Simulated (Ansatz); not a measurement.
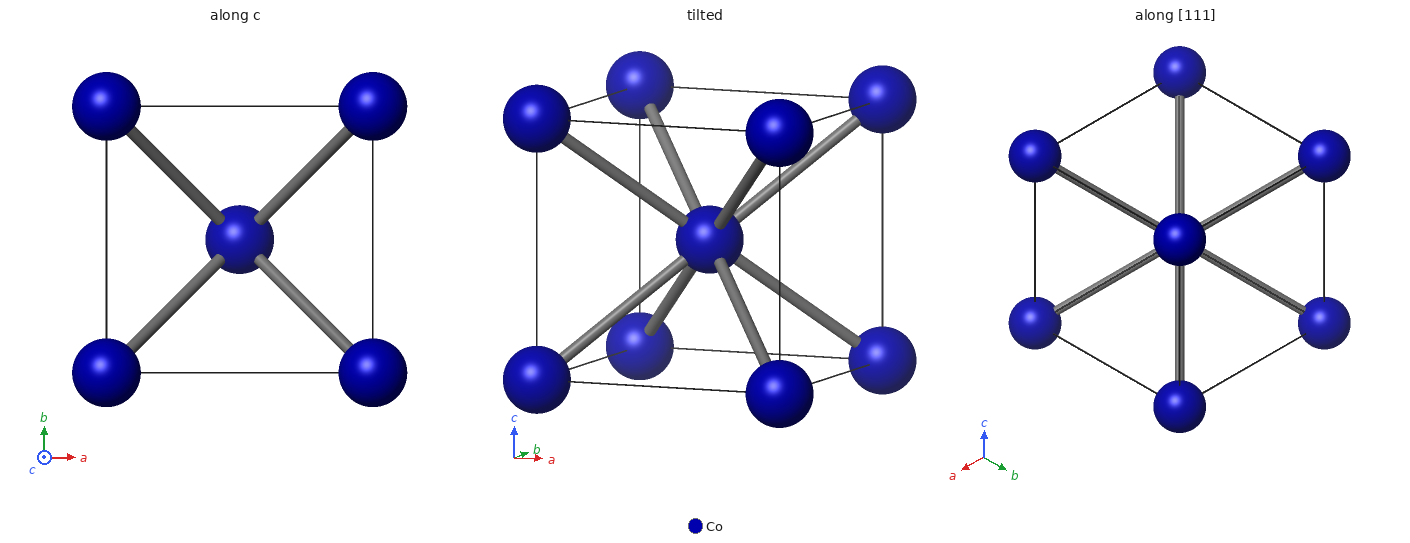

Ball-and-stick representation of a periodic structure, projected along the c axis, slightly off an axis and along [111]. The edges of the conventional unit cell are marked.

The element is cobalt. The atoms follow space group Im-3m (No. 229); the Bravais lattice is body-centred cubic. Type of structure: body-centred cubic (W type). The cell holds two atoms. Co bonds to eight Co in a cubic arrangement. The bonds build a three-dimensional framework.

Provenance: a structure listed in the Materials Project. Earlier steps of the study may have refined or changed the cell and positions. It was run through Ansatz as a DFT input.

At this level of theory the cell isn't at rest (stretched, at -10 GPa), so its distances can differ from those at equilibrium, the more so the softer the solid.
